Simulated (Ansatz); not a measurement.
# Geometry relaxation, with input and output: Ti₂B₃ (part 1 of 2)

Ti₂B₃ (Pn-3m, 10 atoms in the cell), computed with DFT PBE, scalar-relativistic, plane waves, PAW, no spin polarisation (Ansatz 0.2.0).

The structure was made by a generator, so it may or may not be a known phase. Figures and captions count atoms from 1; the log counts them from 0 in places.

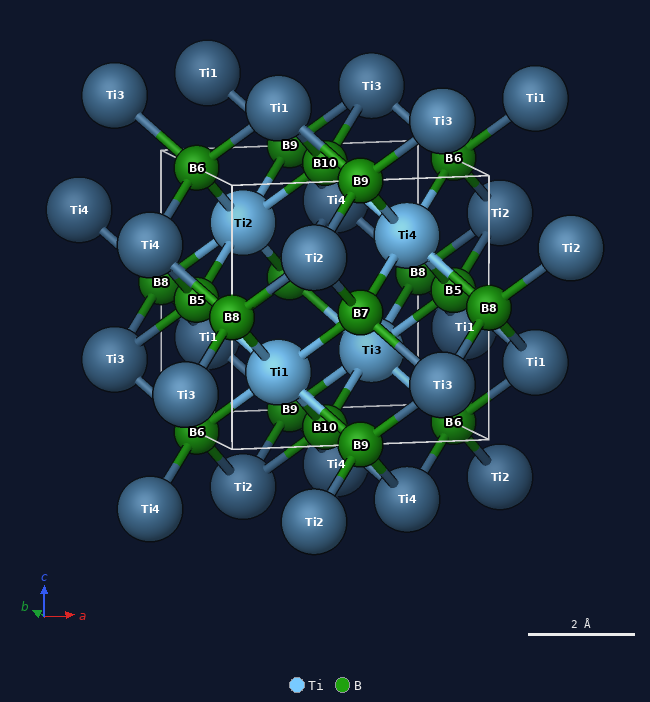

The input geometry (ball-and-stick view of the cell of the calculation, seen slightly off an axis; neighbours outside the cell are drawn fainter; atoms are numbered from 1 in the order of the input). An atom can appear more than once, as a periodic image.

### Summary

```csv
quantity,value
outcome,converged
space group (tolerance 0.01 Å),Pn-3m (224)
electrons treated,66
free energy,−10927.2764 eV
Fermi energy,9.303 eV
gap on the k-point mesh,none (metallic)
pressure,0.02 GPa
final volume,128.71 Å³
largest force (length of the vector) at the end,under 0.001 eV/Å
final cell,"a = 5.049 Å, b = 5.049 Å, c = 5.049 Å, α = 90.00°, β = 90.00°, γ = 90.00°"
hardware,"1 thread of Intel Xeon @ 2.50GHz (Skylake/Cascade Lake), 189 GiB of memory available, shared host"
wall time,96 s
peak memory,0.5 GiB
```

### Input file
```yaml
crystal:
  lattice:
    - [5.0483600617, 0.0, 0.0]
    - [0.0, 5.0483600617, 0.0]
    - [0.0, 0.0, 5.0483600617]
  atoms:
    - { symbol: Ti, position: [0.25, 0.25, 0.25] }
    - { symbol: Ti, position: [0.25, 0.75, 0.75] }
    - { symbol: Ti, position: [0.75, 0.75, 0.25] }
    - { symbol: Ti, position: [0.75, 0.25, 0.75] }
    - { symbol: B, position: [0.0, 0.5, 0.5] }
    - { symbol: B, position: [0.0, 0.5, 0.0] }
    - { symbol: B, position: [0.5, 0.0, 0.5] }
    - { symbol: B, position: [0.0, 0.0, 0.5] }
    - { symbol: B, position: [0.5, 0.0, 0.0] }
    - { symbol: B, position: [0.5, 0.5, 0.0] }
basis:
  ecutwfc: 420
kpoints:
  mp_grid: { grid: [8, 8, 8] }
hamiltonian:
  xc: pbe
scf:
  occupations: { method: gaussian, width: 0.1 }
output:
  forces: true
  stress: true
  eigenvalues: true
  write_density: true
  write_potential: true
  elf: true
  volumetric_format: npy
relax:
  adjacent_minimum: "off"
  f_tol: 0.01
  max_steps: 80
  cell: { stress_tol: 0.05 }
```

Launched with:
```bash
ansatz run input.yaml --threads 1 --pin off --max-ram 2560MiB --backend cpu --events-out ev --progress --plain --runs-dir out
```

### The program's output
```
Engine: ansatz 0.2.0, x86_64-unknown-linux-gnu
Pseudopotentials: kind: paw
Pseudopotential: Ti, paw, valence charge 12, recommended cutoff 420 eV (normal), Ti.paw.azcp
Pseudopotential: B, paw, valence charge 3, recommended cutoff 420 eV (normal), B.paw.azcp
Functional definition: PBE
  parameter kappa = 0.804
  parameter beta = 0.06672455060314922
  exchange = pbe_x(kappa = kappa, mu = beta*pi^2/3)
  correlation = pbe_c(beta = beta)
Crystal: 10 atoms, lattice volume = 128.662 Å³
Basis set: ecut = 420 eV, 2517 PW (Γ), exchange–correlation on 72×72×72 points (8 copies of the dense FFT grid, shifted against one another)
Bands: 43, of which v1, the nominal top of the filled ones, is band 33 counted from 1 (32 counted from 0)
Symmetry: 48 space group operations
Space group: Pn-3m (ITA 224), of the structure as read, at distance tolerance 5.0e-5 Å
k-points: 35 of 512
Non-local potential: Ti, projectors of the file, l = 0: 3, l = 1: 2, l = 2: 3, l = 3: 1
Non-local potential: B, projectors of the file, l = 0: 2, l = 1: 2, l = 2: 1
PAW form: soft (Blöchl's): semilocal exchange-correlation on the pseudo side does not see the compensation charge
PAW one-centre angular grid: Ti, 590 points (default); XC on 64 Gauss nodes
PAW one-centre angular grid: B, 110 points (default); XC on 64 Gauss nodes
Initial density: superposition of atomic densities (neutral atoms: chi_scale 0, normalization atom), corrected by the library's trained network
Initial wavefunctions: pseudopotential atomic-orbital guess
Functional: x = pbe(κ = 0.804, μ = 0.2195149727645171), c = pbe(β = 0.06672455060314922)
SCF iter   1: F=—  HF=-10927.297042 eV  |F-HF|=—  |Δ(HF+E_count)|=         —  Δρ=8.34e-3  dr2=1.06e-1  ethr=1.77e-3  ⟨swp⟩=4.1  Hψ=5818  notcnv=0
preconditioner: auto → Kerker (q_TF=auto, 2.441 Å⁻¹)  [metal: Δε(μ)=0.011 eV  Ē_g=5.000 eV  σ=0.100 eV  W_gap=0.06  n_scr=26 (ndim 8)  ℏωp=19.1 eV  f_vac=0.000  D(μ)=7.30/eV (n_scr^D=80)]
SCF iter   2: F=—  HF=-10927.279211 eV  |F-HF|=—  |Δ(HF+E_count)|=   1.78e-2  Δρ=3.86e-3  dr2=2.49e-2  ethr=1.61e-4  ⟨swp⟩=2.0  Hψ=2322  notcnv=0  defer=89
SCF iter   3: F=—  HF=-10927.276886 eV  |F-HF|=—  |Δ(HF+E_count)|=   2.32e-3  Δρ=1.47e-3  dr2=4.70e-3  ethr=3.77e-5  ⟨swp⟩=2.2  Hψ=1680  notcnv=0  defer=89
SCF iter   4: F=—  HF=-10927.276670 eV  |F-HF|=—  |Δ(HF+E_count)|=   2.16e-4  Δρ=3.59e-4  dr2=2.77e-4  ethr=7.11e-6  ⟨swp⟩=2.0  Hψ=1724  notcnv=0  defer=89
SCF iter   5: F=—  HF=-10927.276641 eV  |F-HF|=—  |Δ(HF+E_count)|=   2.91e-5  Δρ=8.90e-5  dr2=1.04e-5  ethr=4.20e-7  ⟨swp⟩=2.0  Hψ=1839  notcnv=0  defer=89
SCF iter   6: F=—  HF=-10927.276378 eV  |F-HF|=—  |Δ(HF+E_count)|=   2.63e-4  Δρ=1.56e-5  dr2=3.21e-7  ethr=1.57e-8  ⟨swp⟩=2.1  Hψ=1978  notcnv=0  defer=89
SCF iter   7: F=-10927.276378 eV  HF=-10927.276378 eV  |F-HF|=1.22e-8  |Δ(HF+E_count)|=   1.06e-7  Δρ=5.60e-6  dr2=5.56e-8  ethr=1.52e-10  ⟨swp⟩=12.5  Hψ=9404  notcnv=0
SCF 1 converged in 7 iterations: F = -10927.276378 eV  dr2 = 5.56e-8
  greatest PAW one-centre occupation: 0.999 electrons in one spin orbital (limit 2), on the Ti atom at site 3 (counted from 0), in its partial waves of l = 0
relax step   1: F+E_penalty+E_count = -10927.27637781 eV  Δ(F+E_penalty+E_count) = +0.000e0 eV  max|allowed force component| = 1.185e-17 eV/Å  Δτ_max = 0.0000 Å  P = +0.066 GPa  Ω = 128.662 Å³  (7 SCF iters, dr2 threshold 1.00e-7 eV, accepted)
Crystal: 10 atoms, lattice volume = 128.713 Å³
Initial density: handed on by an earlier stage of this run
Initial wavefunctions: those handed on with the density
iter 1 solved again at ethr=4.96e-9 eV; its pass at ethr=3.10e-3 eV (dr2=3.27e-6 eV) is discarded
SCF iter   1: F=—  HF=-10927.276626 eV  |F-HF|=—  |Δ(HF+E_count)|=         —  Δρ=3.98e-5  dr2=3.31e-6  ethr=4.96e-9  ⟨swp⟩=2.2  Hψ=6745  notcnv=0
preconditioner: auto → Kerker (q_TF=auto, 2.441 Å⁻¹)  [metal: Δε(μ)=0.005 eV  Ē_g=4.946 eV  σ=0.100 eV  W_gap=0.03  n_scr=26 (ndim 8)  ℏωp=19.1 eV  f_vac=0.000  D(μ)=7.51/eV (n_scr^D=80)]
SCF iter   2: F=—  HF=-10927.276362 eV  |F-HF|=—  |Δ(HF+E_count)|=   2.64e-4  Δρ=1.59e-5  dr2=5.52e-7  ethr=4.96e-9  ⟨swp⟩=2.0  Hψ=1889  notcnv=0
SCF iter   3: F=—  HF=-10927.276362 eV  |F-HF|=—  |Δ(HF+E_count)|=   1.22e-7  Δρ=5.58e-6  dr2=7.67e-8  ethr=8.36e-10  ⟨swp⟩=2.0  Hψ=1895  notcnv=0
iter 4 did not close the SCF: its close was put off for the readings that it lacked (scf_convergence_deferred on its scf_iter line)
SCF iter   4: F=-10927.276362 eV  HF=-10927.276362 eV  |F-HF|=1.58e-9  |Δ(HF+E_count)|=   1.98e-8  Δρ=1.49e-6  dr2=5.27e-9  ethr=1.16e-10  ⟨swp⟩=2.0  Hψ=1928  notcnv=0
iter 5 did not close the SCF: its close was put off for the readings that it lacked (scf_convergence_deferred on its scf_iter line)
SCF iter   5: F=-10927.276362 eV  HF=-10927.276362 eV  |F-HF|=5.46e-12  |Δ(HF+E_count)|=  3.35e-10  Δρ=5.58e-7  dr2=3.63e-10  ethr=7.99e-12  ⟨swp⟩=2.0  Hψ=2035  notcnv=0
SCF iter   6: F=-10927.276362 eV  HF=-10927.276362 eV  |F-HF|=0.00e0  |Δ(HF+E_count)|=  1.04e-10  Δρ=1.08e-7  dr2=1.76e-11  ethr=1.00e-12  ⟨swp⟩=4.5  Hψ=6689  notcnv=0
SCF 2 converged in 6 iterations: F = -10927.276362 eV  dr2 = 1.76e-11
relax step   2: F+E_penalty+E_count = -10927.27636173 eV  Δ(F+E_penalty+E_count) = +1.608e-5 eV  max|allowed force component| = 1.515e-17 eV/Å  Δτ_max = 0.0000 Å  P = +0.016 GPa  Ω = 128.713 Å³  energy of the carried Pulay correction = -2.914e-5 eV  (6 SCF iters, accepted)
Initial wavefunctions: pseudopotential atomic-orbital guess (no wavefunctions were taken with the density)
iter 1 solved again at ethr=8.40e-9 eV; its pass at ethr=3.10e-3 eV (dr2=5.54e-6 eV) is discarded
SCF iter   1: F=—  HF=-10927.276646 eV  |F-HF|=—  |Δ(HF+E_count)|=         —  Δρ=8.28e-7  dr2=2.21e-10  ethr=8.40e-9  ⟨swp⟩=4.0  Hψ=10143  notcnv=0
preconditioner: auto → Kerker (q_TF=auto, 2.441 Å⁻¹)  [metal: Δε(μ)=0.005 eV  Ē_g=4.947 eV  σ=0.100 eV  W_gap=0.03  n_scr=26 (ndim 8)  ℏωp=19.1 eV  f_vac=0.000  D(μ)=7.51/eV (n_scr^D=80)]
SCF iter   2: F=—  HF=-10927.276383 eV  |F-HF|=—  |Δ(HF+E_count)|=   2.63e-4  Δρ=3.66e-7  dr2=2.62e-11  ethr=1.00e-12  ⟨swp⟩=6.8  Hψ=9321  notcnv=0
iter 3 did not close the SCF: its close was put off for the readings that it lacked (scf_convergence_deferred on its scf_iter line)
SCF iter   3: F=-10927.276383 eV  HF=-10927.276383 eV  |F-HF|=5.46e-11  |Δ(HF+E_count)|=  8.73e-11  Δρ=2.28e-7  dr2=8.95e-12  ethr=1.00e-12  ⟨swp⟩=1.0  Hψ=1505  notcnv=0
iter 4 did not close the SCF: its close was put off for the readings that it lacked (scf_convergence_deferred on its scf_iter line)
SCF iter   4: F=-10927.276383 eV  HF=-10927.276383 eV  |F-HF|=1.82e-12  |Δ(HF+E_count)|=  6.00e-11  Δρ=2.05e-8  dr2=3.76e-13  ethr=1.00e-12  ⟨swp⟩=1.0  Hψ=1505  notcnv=0
iter 5 did not close the SCF: its close was put off for the readings that it lacked (scf_convergence_deferred on its scf_iter line)
SCF iter   5: F=-10927.276383 eV  HF=-10927.276383 eV  |F-HF|=3.64e-12  |Δ(HF+E_count)|=  1.82e-12  Δρ=9.28e-9  dr2=4.85e-14  ethr=1.00e-12  ⟨swp⟩=1.0  Hψ=1505  notcnv=0
iter 6 did not close the SCF: its close was put off for the readings that it lacked (scf_convergence_deferred on its scf_iter line)
SCF iter   6: F=-10927.276383 eV  HF=-10927.276383 eV  |F-HF|=0.00e0  |Δ(HF+E_count)|=  1.82e-12  Δρ=2.84e-9  dr2=8.32e-15  ethr=1.00e-12  ⟨swp⟩=1.0  Hψ=1505  notcnv=0
SCF iter   7: F=-10927.276383 eV  HF=-10927.276383 eV  |F-HF|=1.82e-12  |Δ(HF+E_count)|=    0.00e0  Δρ=1.15e-9  dr2=1.68e-15  ethr=1.00e-12  ⟨swp⟩=2.0  Hψ=3749  notcnv=0
SCF 3 converged in 7 iterations: F = -10927.276383 eV  dr2 = 1.68e-15
relax step   3: F+E_penalty+E_count = -10927.27638334 eV  Δ(F+E_penalty+E_count) = -2.161e-5 eV  max|allowed force component| = 1.388e-17 eV/Å  Δτ_max = 0.0000 Å  P = +0.017 GPa  Ω = 128.713 Å³  stress off target by 1.67e-2 GPa  SCF on the basis re-selected at this cell (its energy is not comparable with the rows above)  (7 SCF iters)
```

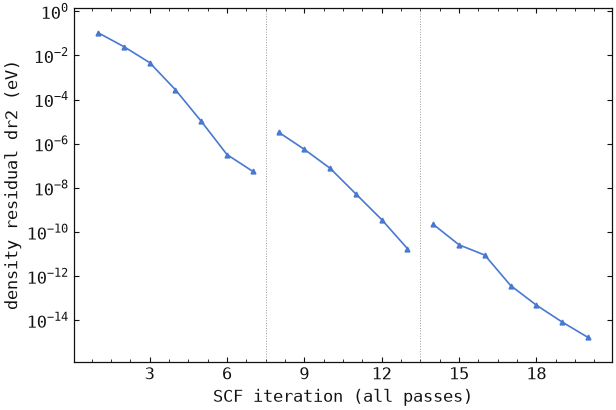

Convergence of the self-consistent field: density residual dr2 against the SCF iteration. The dotted lines part the SCF passes of the relaxation: geometry steps, rejected trials and re-solves on a re-selected basis. The passes take 7, 6 and 7 iterations.

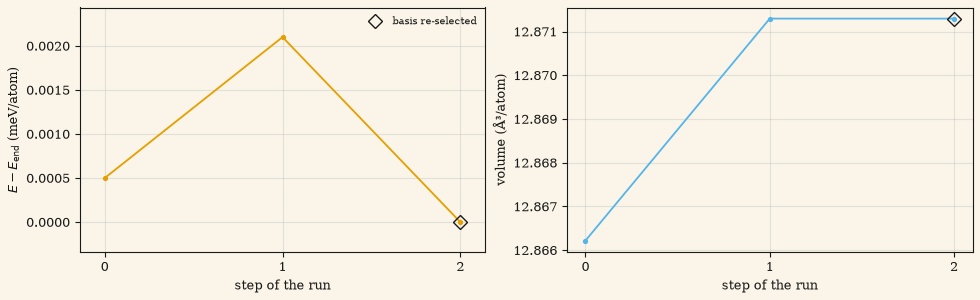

Progress of the relaxation, step by step (the first geometry is step 0 here and step 1 in the log). No atom moves by more than 0.005 Å. The cell doesn't change. The space group stays Pn-3m (No. 224). After 1 geometry step the energy has risen by next to nothing (0.0 meV per atom). All forces vanish by symmetry, so only the cell relaxes. The pressure goes from 0.07 to 0.02 GPa. A last SCF at the same geometry on a re-selected plane-wave basis shifts the energy by next to nothing (0.0 meV per atom).

```
basis re-selected at this cell: Δ(F+E_penalty+E_count) = -2.161e-5 eV, ΔP = +0.000 GPa vs the last step (what re-selecting the basis moved, of the pressure what is left beyond the Pulay correction that the steps carried, after the strain that the cell walked since its last selection, with what the two solves' SCF thresholds leave and, on support functions, any second-order correction that the steps lacked; it is no measure of the basis error at this ecutwfc). This SCF's stress stands 1.67e-2 GPa from its target on what of the cell is left free (relax.cell.stress_tol is 5.00e-2 GPa) and its largest allowed force component is 1.39e-17 eV/Å (relax.f_tol is 1.00e-2 eV/Å): within both
SCF converged after 7 iterations
Free energy (F): -10927.276383 eV
Harris-Foulkes:  -10927.276383 eV  (|F-HF|=1.82e-12)
Internal energy: -10927.238819 eV  (E = F + TS)
E sigma→0 (E₀):  -10927.257601 eV
Entropy (-TS):   -0.037564 eV (-3.756 meV/atom)
Fermi energy:    9.303046 eV
```
